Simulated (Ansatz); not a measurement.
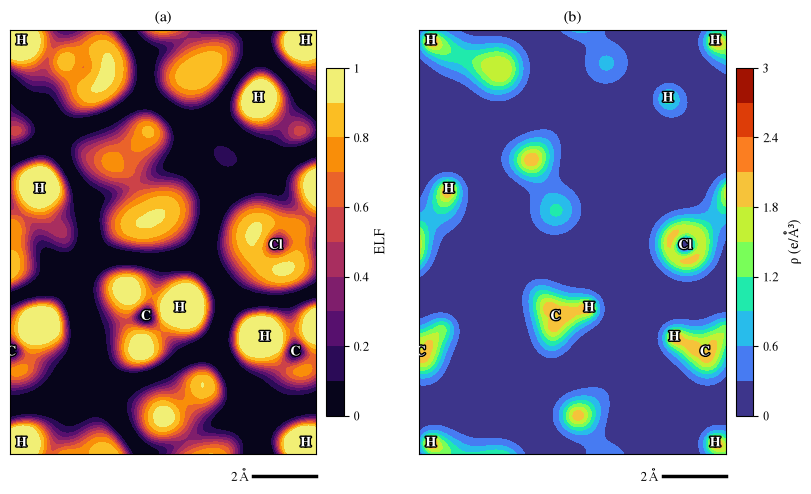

The picture shows: H3CCl (amorphous cell). (a) electron localisation function; (b) valence charge density (pseudo) on the (101) plane of the calculation cell.

These are results of Ansatz 0.2.0, DFT PBE-D3(BJ), scalar-relativistic, plane waves, PAW, not measurements.

Core electrons are frozen (PAW), and the valence fields are smoothed inside the atomic spheres.

```
CELL_PARAMETERS angstrom
9.02872 0.00000 0.00000
0.00000 9.02872 0.00000
0.00000 0.00000 9.02872
ATOMIC_POSITIONS crystal
C 0.20810 0.21452 0.10715
Cl 0.12008 0.29464 0.26538
H 0.12563 0.19967 0.01939
H 0.29701 0.28711 0.06871
H 0.25435 0.10703 0.13945
C 0.48479 0.94309 0.86429
Cl 0.36264 0.08935 0.80899
H 0.47341 0.85494 0.78152
H 0.59854 0.98455 0.86630
H 0.45287 0.90373 0.97424
C 0.20925 0.73493 0.86548
Cl 0.06813 0.60042 0.89622
H 0.18280 0.83700 0.92509
H 0.31329 0.68912 0.90620
H 0.21695 0.75931 0.74702
C 0.58526 0.39043 0.75373
Cl 0.49434 0.47186 0.90791
H 0.65902 0.47383 0.70571
H 0.64967 0.29584 0.79292
H 0.50036 0.35490 0.67519
C 0.69094 0.81988 0.54653
Cl 0.49349 0.81981 0.52006
H 0.71104 0.84666 0.66309
H 0.73731 0.71084 0.51935
H 0.74014 0.90323 0.47385
C 0.79057 0.29415 0.46925
Cl 0.91357 0.23684 0.61310
H 0.81429 0.22951 0.36964
H 0.67591 0.27688 0.50460
H 0.81067 0.41178 0.44747
C 0.54177 0.55420 0.26735
Cl 0.58377 0.72013 0.16861
H 0.50697 0.46916 0.18861
H 0.64237 0.51908 0.32479
H 0.45435 0.57834 0.34731
C 0.99457 0.88701 0.15492
Cl 0.97163 0.75126 0.29678
H 0.92506 0.98380 0.17754
H 0.11141 0.91868 0.15665
H 0.96604 0.83681 0.04807
```

> Describe what can be read from this map.

- The plane passes through H, C and Cl nuclei.
- Atoms just off the plane (C, 0.4 Å away, Cl, 0.5 Å away and H, 0.3 Å away) can leave unmarked features too.
- C–H (1.10 Å): ρ at the midpoint is about 2 e/Å³; the ELF climbs to about 1 towards the hydrogen, as it does in any bond to H; an ordinary covalent bond to hydrogen.
- The density dies away to nearly zero in the voids.
- The ELF also peaks beside Cl, away from the bonds: lone-pair regions.
